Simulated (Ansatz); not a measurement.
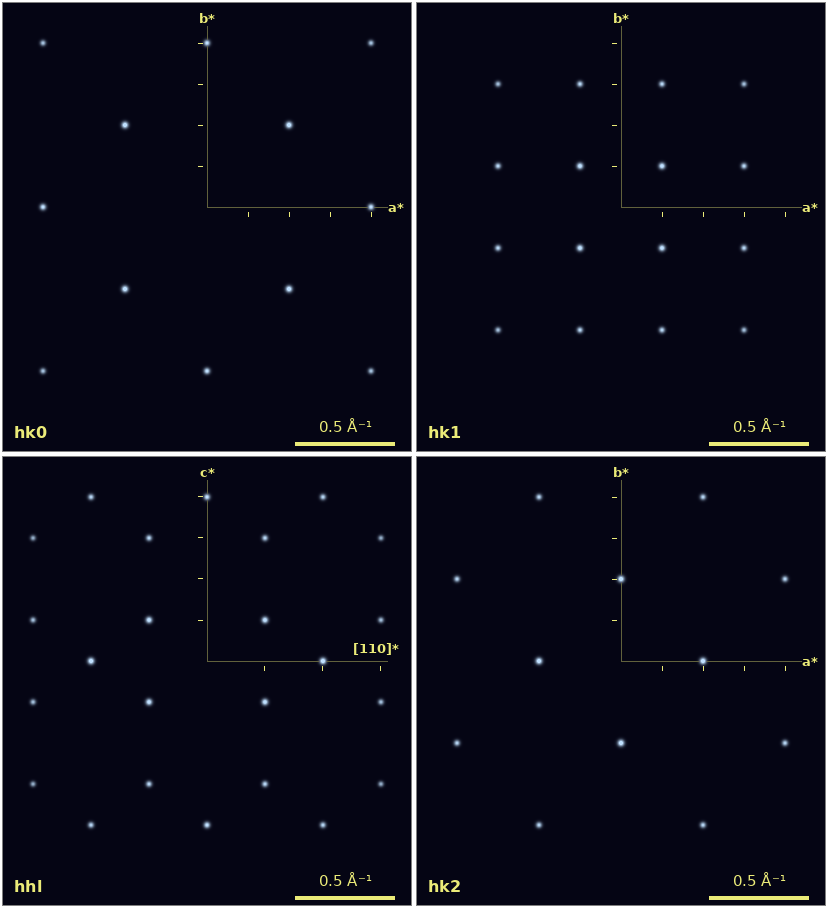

Simulated precession-type sections (X-rays; kinematic intensities, B = 0.5 Å²). The ticks mark integer indices of the conventional cell.

The compound is Co. Structure: the input geometry of an electronic-structure calculation (not necessarily at equilibrium); the starting structure was generated, so it need not be a known form of this composition.

What cell do the layers give?

Answer. a* = 0.209, b* = 0.209, c* = 0.209 Å⁻¹; the cell is cubic with a = 4.79 Å.

Which reflection conditions do the layers show?

Answer. Reflections are present only under these conditions. hkl: h + k = 2n, h + l = 2n; hk0: h = 2n, h + k = 4n; hhl: h + l = 2n; h00: h = 4n. The lattice is face-centred (F). Further gaps, such as 2 2 2, 4 4 2, come from atoms on special positions, not from the group's general conditions.

Which space groups fit?

Answer. The intensities have Laue symmetry m-3m (the hk0 layer shows 4mm, hk1 shows 4mm). With these conditions only Fd-3m (No. 227) fits.
